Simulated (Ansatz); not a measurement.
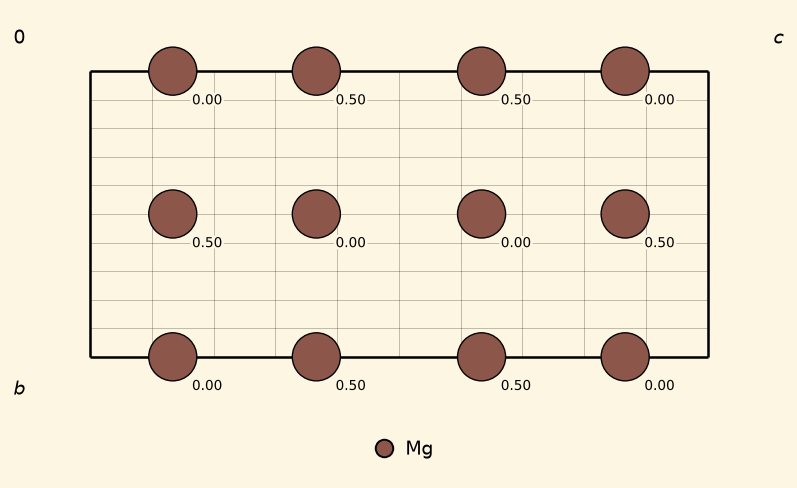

Plan of a unit cell projected along a (b down the page, c across); the numbers are heights as fractions of a, and atoms on the cell's edges are repeated. The grid marks tenths of b and c. Source: the geometry relaxed with Ansatz 0.2.0, DFT PBEsol, scalar-relativistic, plane waves, PAW; the starting structure was generated, so it need not be a known form of this composition. The drawing is computed from the coordinates (standard cell, symmetry found to 0.002 Å).

a = 3.185 Å, b = 5.275 Å, c = 11.405 Å, α = 90.00°, β = 90.00°, γ = 90.00°.

What does the cell contain?

8 Mg: Mg, Z = 8.

Which space group?

No. 69, Fmmm, face-centred orthorhombic.

Give the fractional coordinates of all atoms, to two places.

```json
{"atom": "Mg", "x": "0.50", "y": "0.00", "z": "0.37"}
{"atom": "Mg", "x": "0.00", "y": "0.00", "z": "0.13"}
{"atom": "Mg", "x": "0.50", "y": "0.50", "z": "0.87"}
{"atom": "Mg", "x": "0.00", "y": "0.50", "z": "0.63"}
{"atom": "Mg", "x": "0.00", "y": "0.00", "z": "0.87"}
{"atom": "Mg", "x": "0.50", "y": "0.00", "z": "0.63"}
{"atom": "Mg", "x": "0.00", "y": "0.50", "z": "0.37"}
{"atom": "Mg", "x": "0.50", "y": "0.50", "z": "0.13"}
```
